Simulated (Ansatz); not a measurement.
Ga$_{4}$AsP$_{3}$: band-structure calculation (part 1 of 2)

System: Ga$_{4}$AsP$_{3}$ (P-4m2, 8 atoms in the cell).
Method: DFT, HSE06, plane waves, PAW, no spin polarisation (Ansatz 0.2.0).

The structure was built on a prototype by a generator; it need not be a known phase. The geometry comes from this level: r2SCAN. Figures and captions count atoms from 1; the log counts them from 0 in places.

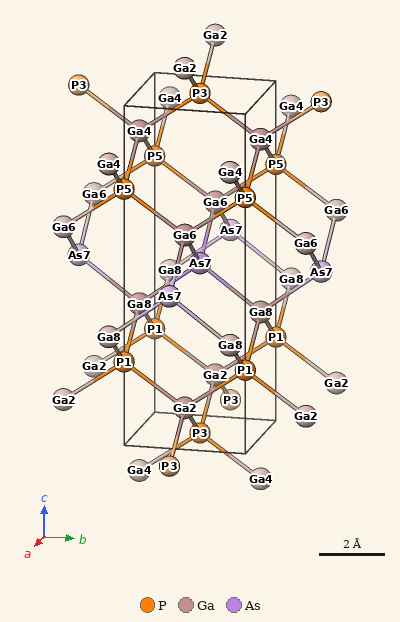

*The structure as given in the input (ball-and-stick view of the cell of the calculation, seen slightly off an axis; neighbours outside the cell are drawn fainter; atoms are numbered from 1 in the order of the input). An atom can appear more than once, as a periodic image.*

The input:
```yaml
crystal:
  lattice:
    - [3.8939028371, 0.0, 0.0]
    - [0.0, 3.8939028371, 0.0]
    - [0.0, 0.0, 10.9986681304]
  atoms:
    - { symbol: P, position: [0.0, 0.0, 0.2457075641] }
    - { symbol: Ga, position: [0.0, 0.5, 0.1227669783] }
    - { symbol: P, position: [0.5, 0.5, 0.0] }
    - { symbol: Ga, position: [0.5, 0.0, 0.8772330217] }
    - { symbol: P, position: [0.0, 0.0, 0.7542924359] }
    - { symbol: Ga, position: [0.0, 0.5, 0.631573043] }
    - { symbol: As, position: [0.5, 0.5, 0.5] }
    - { symbol: Ga, position: [0.5, 0.0, 0.368426957] }
kpoints:
  mp_grid: { grid: [4, 4, 2] }
  band_path:
    path:
      - [0.0, 0.0, 0.0]
      - [0.0, 0.5, 0.0]
      - [0.5, 0.5, 0.0]
      - [0.0, 0.0, 0.5]
      - [0.0, 0.5, 0.5]
      - [0.5, 0.5, 0.5]
    npoints: 1
hamiltonian:
  xc: hse06
scf:
  occupations: { method: fixed }
  n_extra_bands: 6
output:
  forces: true
  stress: true
  eigenvalues: true
```

Run as:
```bash
ansatz run input.yaml --threads 4 --pin off --max-ram 6451MiB --backend cpu --events-out ev --progress --plain --runs-dir out
```

The program's output:
```
Warning: output.stress: scf.convergence.dr2_threshold = 1e-7 eV (the SCF's general default) is looser than the 8e-10 eV advised for a printed stress (1e-10 eV for each atom of the cell: 8). What an SCF threshold leaves in a stress goes as its square root, and in the free energy as the threshold itself, and one threshold admits the most on a small cell: of the crystals measured, under no hybrid functional and no lock of the moments, on runs that ended without the residual-converged pass, on stresses that held no estimate of that error, the worst erred by over 100 MPa in a component at 1e-7 eV an atom and by under 5 at 1e-10. Set scf.convergence.dr2_threshold to 8e-10 eV or tighter. The threshold is an SCF's pass mark: one that does not reach it within its budget of iterations ends unconverged, or closes short of it on a stop that the run arms, and scf.convergence.dr2_threshold's page says what that costs each kind of run
Warning: output.stress: scf.exx.energy_threshold = 1e-6 eV is looser than the 8e-8 eV advised for a stress under a hybrid functional (1e-8 eV for each atom of the cell: 8). Every SCF of the exchange loop can meet its threshold on dr2 while the loop round them stops early: no threshold on dr2 bounds what that leaves in the stress. Set scf.exx.energy_threshold to 8e-8 eV or tighter. The threshold is the loop's pass mark: a loop that does not reach it within its budget of cycles ends unconverged, and scf.exx.energy_threshold's page has the law
scf.n_extra_bands = 6 over 41 filled bands (N_el = 82.0): the run solves 47 bands
Engine: ansatz 0.2.0, aarch64-unknown-linux-gnu
Pseudopotentials: kind: paw
Pseudopotential: P, paw, valence charge 5, recommended cutoff 420 eV (normal), P.paw.azcp
Pseudopotential: Ga, paw, valence charge 13, recommended cutoff 420 eV (normal), Ga.paw.azcp
Pseudopotential: As, paw, valence charge 15, recommended cutoff 420 eV (normal), As.paw.azcp
Functional definition: HSE06
  parameter a = 0.25
  parameter omega = 0.11/bohr
  exchange = pbe_x - a*pbe_x_sr(omega) + a*exact_x_sr(omega)
  correlation = pbe_c
davidson cushion auto → on  (no smearing: the cushion is to keep the highest requested band from converging to the state above it; pin scf.eigensolver.cushion to override)
Crystal: 8 atoms, lattice volume = 166.767 Å³
Basis set: ecut = 420 eV, 3325 PW (Γ), exchange–correlation on 54×54×150 points (8 copies of the dense FFT grid, shifted against one another)
Bands: 47, of which v1, the nominal top of the filled ones, is band 41 counted from 1 (40 counted from 0)
Symmetry: 8 space group operations
Space group: P-4m2 (ITA 115), of the structure as read, at distance tolerance 5.5e-5 Å
k-points: 12 of 32
Non-local potential: P, projectors of the file, l = 0: 2, l = 1: 2, l = 2: 2
Non-local potential: Ga, projectors of the file, l = 0: 2, l = 1: 2, l = 2: 3, l = 3: 1
Non-local potential: As, projectors of the file, l = 0: 2, l = 1: 2, l = 2: 3, l = 3: 1
PAW form: soft (Blöchl's): semilocal exchange-correlation on the pseudo side does not see the compensation charge
PAW frozen core: P, regenerated for the run's functional, and the local potential with it (the file was generated under x = pbe(κ = 0.804, μ = 0.2195149727645171), c = pbe(β = 0.06672455060314922))
PAW frozen core: Ga, regenerated for the run's functional, and the local potential with it (the file was generated under x = pbe(κ = 0.804, μ = 0.2195149727645171), c = pbe(β = 0.06672455060314922))
PAW frozen core: As, regenerated for the run's functional, and the local potential with it (the file was generated under x = pbe(κ = 0.804, μ = 0.2195149727645171), c = pbe(β = 0.06672455060314922))
PAW one-centre angular grid: P, 110 points (default); XC on 64 Gauss nodes
PAW one-centre angular grid: Ga, 590 points (default); XC on 64 Gauss nodes
PAW one-centre angular grid: As, 590 points (default); XC on 64 Gauss nodes
Initial density: superposition of atomic densities (neutral atoms: chi_scale 0, normalization atom), corrected by the library's trained network
Initial wavefunctions: pseudopotential atomic-orbital guess
Functional: x = pbe(κ = 0.804, μ = 0.2195149727645171), c = pbe(β = 0.06672455060314922), warm-up for x = pbe(κ = 0.804, μ = 0.2195149727645171) + 0.25 (exact − pbe) at short range (hse, ω = 0.20786987370883472 Å⁻¹), c = pbe(β = 0.06672455060314922); HSE06 as pw.x's `hse` composes it (authors' and Libxc's form: `xc: wpbeh`)
SCF iter   1: F=—  HF=-22258.230783 eV  |F-HF|=—  |Δ(HF+E_count)|=         —  Δρ=1.41e-3  dr2=4.05e-3  ethr=1.77e-3  ⟨swp⟩=7.7  Hψ=2452  notcnv=0
preconditioner: auto → none  [insulator: Δε(μ)=1.423 eV  Ē_g=13.538 eV  n_scr=48 (ndim 8)  ℏωp=24.4 eV  f_vac=0.026]
SCF iter   2: F=—  HF=-22258.232081 eV  |F-HF|=—  |Δ(HF+E_count)|=   1.30e-3  Δρ=5.68e-4  dr2=7.59e-4  ethr=4.93e-6  ⟨swp⟩=6.1  Hψ=2210  notcnv=0  defer=9
SCF iter   3: F=—  HF=-22258.232202 eV  |F-HF|=—  |Δ(HF+E_count)|=   1.22e-4  Δρ=3.23e-4  dr2=7.61e-4  ethr=9.25e-7  ⟨swp⟩=4.2  Hψ=1509  notcnv=0  defer=2
SCF iter   4: F=—  HF=-22258.232192 eV  |F-HF|=—  |Δ(HF+E_count)|=   9.96e-6  Δρ=1.97e-4  dr2=3.51e-4  ethr=9.25e-7  ⟨swp⟩=4.4  Hψ=1383  notcnv=0  defer=2
SCF iter   5: F=-22258.232148 eV  HF=-22258.232170 eV  |F-HF|=2.22e-5  |Δ(HF+E_count)|=   2.22e-5  Δρ=8.71e-5  dr2=3.93e-5  ethr=4.28e-7  ⟨swp⟩=3.1  Hψ=1286  notcnv=0  defer=1
SCF 1 stopped early in 5 iterations: F = -22258.232148 eV  dr2 = 3.93e-5
  greatest PAW one-centre occupation: 0.999 electrons in one spin orbital (limit 2), on the As atom at site 6 (counted from 0), in its partial waves of l = 2
Initial density: handed on by an earlier stage of this run
Initial wavefunctions: those handed on with the density
Functional: x = pbe(κ = 0.804, μ = 0.2195149727645171) + 0.25 (exact − pbe) at short range (hse, ω = 0.20786987370883472 Å⁻¹), c = pbe(β = 0.06672455060314922); HSE06 as pw.x's `hse` composes it (authors' and Libxc's form: `xc: wpbeh`)
Exchange kernel: α = 0.2500, screened, ω = 0.2079 Å⁻¹, Wigner–Seitz truncation, v(0) = 1036.8579 eV·Å³, q-mesh 4×4×2, nearest image of the exchange supercell L = 15.58 Å, pair-density grid 20×20×48, without the augmentation charges, whose exchange is taken in its separable form by FFT convolution over the k-point mesh (sized by the pseudopotential files, 27×27×75 at the most), smooth part of the exact exchange by density-matrix convolution
Frozen-core exchange: fock
SCF iter   1: F=—  HF=-22263.240235 eV  |F-HF|=—  |Δ(HF+E_count)|=         —  Δρ=1.29e-2  dr2=1.12e-1  ethr=4.79e-7  ⟨swp⟩=8.1  Hψ=3287  notcnv=0
preconditioner: auto → none  [insulator: Δε(μ)=2.065 eV  Ē_g=16.191 eV  n_scr=48 (ndim 8)  ℏωp=24.4 eV  f_vac=0.022]
SCF iter   2: F=—  HF=-22263.179057 eV  |F-HF|=—  |Δ(HF+E_count)|=   6.12e-2  Δρ=2.67e-3  dr2=1.24e-2  ethr=4.79e-7  ⟨swp⟩=5.3  Hψ=2670  notcnv=0
SCF iter   3: F=—  HF=-22263.211021 eV  |F-HF|=—  |Δ(HF+E_count)|=   3.20e-2  Δρ=3.27e-3  dr2=8.58e-3  ethr=4.79e-7  ⟨swp⟩=5.0  Hψ=2435  notcnv=0
SCF iter   4: F=—  HF=-22263.210413 eV  |F-HF|=—  |Δ(HF+E_count)|=   6.08e-4  Δρ=1.24e-3  dr2=3.62e-3  ethr=4.79e-7  ⟨swp⟩=4.7  Hψ=2194  notcnv=0
SCF iter   5: F=—  HF=-22263.210638 eV  |F-HF|=—  |Δ(HF+E_count)|=   2.24e-4  Δρ=6.89e-4  dr2=4.10e-3  ethr=4.79e-7  ⟨swp⟩=4.9  Hψ=1822  notcnv=0
SCF iter   6: F=—  HF=-22263.209960 eV  |F-HF|=—  |Δ(HF+E_count)|=   6.78e-4  Δρ=1.51e-4  dr2=1.81e-4  ethr=4.79e-7  ⟨swp⟩=4.6  Hψ=1453  notcnv=0
SCF iter   7: F=—  HF=-22263.211050 eV  |F-HF|=—  |Δ(HF+E_count)|=   1.09e-3  Δρ=2.68e-4  dr2=1.31e-4  ethr=1.13e-7  ⟨swp⟩=4.5  Hψ=2115  notcnv=0
iter 8 solved again at ethr=2.45e-9 eV; its pass at ethr=1.13e-7 eV (dr2=2.01e-6 eV) is discarded
SCF iter   8: F=-22263.210995 eV  HF=-22263.210997 eV  |F-HF|=1.79e-6  |Δ(HF+E_count)|=   5.28e-5  Δρ=3.29e-5  dr2=3.64e-6  ethr=2.45e-9  ⟨swp⟩=3.1  Hψ=2942  notcnv=0
SCF 2 stopped early in 8 iterations: F = -22263.210995 eV  dr2 = 3.64e-6
  Residual-converged pass: ⟨swp⟩=3.9  Hψ=1632  notcnv=0  max |occ|·‖R‖ = 6.5e-6 eV (tolerance 6.7e-6 eV)  dr2=3.61e-6  dr2_onsite=4.77e-7  max |Δocc| = 0.0e0
hybrid outer 1: dexx = +3.933e-2 eV, tail = 1.62e-4 eV
Exchange kernel: α = 0.2500, screened, ω = 0.2079 Å⁻¹, Wigner–Seitz truncation, v(0) = 1036.8579 eV·Å³, q-mesh 4×4×2, nearest image of the exchange supercell L = 15.58 Å, pair-density grid 20×20×48, without the augmentation charges, whose exchange is taken in its separable form by FFT convolution over the k-point mesh (sized by the pseudopotential files, 27×27×75 at the most), smooth part of the exact exchange by density-matrix convolution
Frozen-core exchange: fock
SCF iter   1: F=—  HF=-22263.210283 eV  |F-HF|=—  |Δ(HF+E_count)|=         —  Δρ=5.80e-5  dr2=7.50e-6  ethr=9.86e-7  ⟨swp⟩=3.0  Hψ=1320  notcnv=0
preconditioner: auto → none  [insulator: Δε(μ)=2.078 eV  Ē_g=16.008 eV  n_scr=48 (ndim 8)  ℏωp=24.4 eV  f_vac=0.022]
SCF iter   2: F=—  HF=-22263.210285 eV  |F-HF|=—  |Δ(HF+E_count)|=   1.30e-6  Δρ=2.70e-5  dr2=1.36e-6  ethr=7.41e-9  ⟨swp⟩=4.1  Hψ=2086  notcnv=0
SCF iter   3: F=—  HF=-22263.210289 eV  |F-HF|=—  |Δ(HF+E_count)|=   4.75e-6  Δρ=2.06e-5  dr2=6.70e-7  ethr=8.66e-10  ⟨swp⟩=4.8  Hψ=1994  notcnv=0
SCF iter   4: F=—  HF=-22263.210289 eV  |F-HF|=—  |Δ(HF+E_count)|=   2.06e-7  Δρ=3.03e-6  dr2=3.11e-8  ethr=7.71e-10  ⟨swp⟩=3.0  Hψ=1463  notcnv=0
SCF iter   5: F=—  HF=-22263.210289 eV  |F-HF|=—  |Δ(HF+E_count)|=   1.31e-7  Δρ=1.82e-6  dr2=7.58e-9  ethr=1.70e-11  ⟨swp⟩=5.5  Hψ=2137  notcnv=0  defer=4
SCF iter   6: F=-22263.210289 eV  HF=-22263.210289 eV  |F-HF|=6.18e-11  |Δ(HF+E_count)|=   2.42e-9  Δρ=3.43e-7  dr2=1.40e-9  ethr=7.79e-12  ⟨swp⟩=3.0  Hψ=1543  notcnv=0
SCF 3 converged in 6 iterations: F = -22263.210289 eV  dr2 = 1.40e-9
  Residual-converged pass: ⟨swp⟩=3.0  Hψ=1454  notcnv=0  max |occ|·‖R‖ = 8.5e-7 eV (tolerance 8.9e-7 eV)  dr2=1.40e-9  dr2_onsite=1.56e-10  max |Δocc| = 0.0e0
hybrid outer 2: dexx = +5.391e-6 eV, tail = 1.06e-7 eV, Δε = 3.56e-3 eV (about 1.10e-4 eV left of the loop's levels), ΔF = 2.62e-3 eV/Å (tail 9.33e-4)
Exchange kernel: α = 0.2500, screened, ω = 0.2079 Å⁻¹, Wigner–Seitz truncation, v(0) = 1036.8579 eV·Å³, q-mesh 4×4×2, nearest image of the exchange supercell L = 15.58 Å, pair-density grid 20×20×48, without the augmentation charges, whose exchange is taken in its separable form by FFT convolution over the k-point mesh (sized by the pseudopotential files, 27×27×75 at the most), smooth part of the exact exchange by density-matrix convolution
Frozen-core exchange: fock
SCF iter   1: F=—  HF=-22263.210289 eV  |F-HF|=—  |Δ(HF+E_count)|=         —  Δρ=2.67e-6  dr2=6.18e-9  ethr=6.48e-10  ⟨swp⟩=5.0  Hψ=1399  notcnv=0
preconditioner: auto → none  [insulator: Δε(μ)=2.078 eV  Ē_g=16.007 eV  n_scr=48 (ndim 8)  ℏωp=24.4 eV  f_vac=0.022]
SCF iter   2: F=-22263.210289 eV  HF=-22263.210289 eV  |F-HF|=9.46e-11  |Δ(HF+E_count)|=  8.66e-10  Δρ=5.56e-7  dr2=7.55e-10  ethr=6.77e-12  ⟨swp⟩=4.0  Hψ=2069  notcnv=0
SCF 4 converged in 2 iterations: F = -22263.210289 eV  dr2 = 7.55e-10
  Residual-converged pass: ⟨swp⟩=2.0  Hψ=914  notcnv=0  max |occ|·‖R‖ = 2.0e-6 eV (tolerance 2.0e-6 eV)  dr2=7.56e-10  dr2_onsite=4.89e-10  max |Δocc| = 0.0e0
```

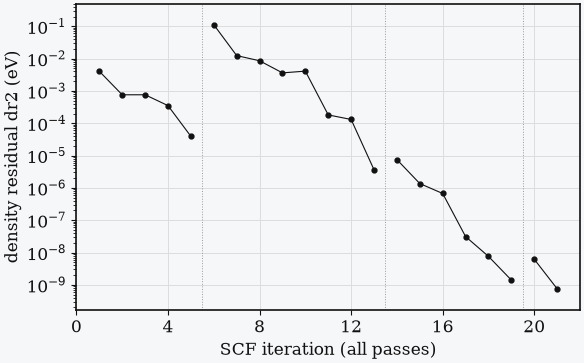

*Convergence of the self-consistent field: density residual dr2 against the SCF iteration. The run starts with a semilocal functional; after that each stretch between dotted lines is one SCF of the hybrid functional between two exact rebuilds of the exchange operator by the outer loop. Early passes are stopped at a loose threshold.*

The passes take 5, 8, 6 and 2 iterations.

```
hybrid outer 3: dexx = +2.437e-9 eV, tail = 2.52e-9 eV, Δε = 1.01e-4 eV (about 2.27e-5 eV left of the loop's levels), ΔF = 1.99e-4 eV/Å (tail 1.75e-4)
NSCF: frozen V_eff on 6 k-points
hybrid SCF converged: 3 outer / 16 inner (+5 warm-up), last move |dexx| = 2.44e-9 eV, tail = 2.52e-9 eV
Stability not checked: this state was not tested for a lower state beside it, because the functional holds exact exchange (a hybrid, or Hartree-Fock), whose exchange loop this test does not read (fock_operator; see scf.lower_state_search)
Free energy (F): -22263.210289 eV
Frozen-core exchange: fock
Harris-Foulkes:  -22263.210289 eV  (|F-HF|=9.46e-11)
Internal energy: -22263.210289 eV  (E = F + TS)
E sigma→0 (E₀):  -22263.210289 eV
Fermi energy:    6.974776 eV
```
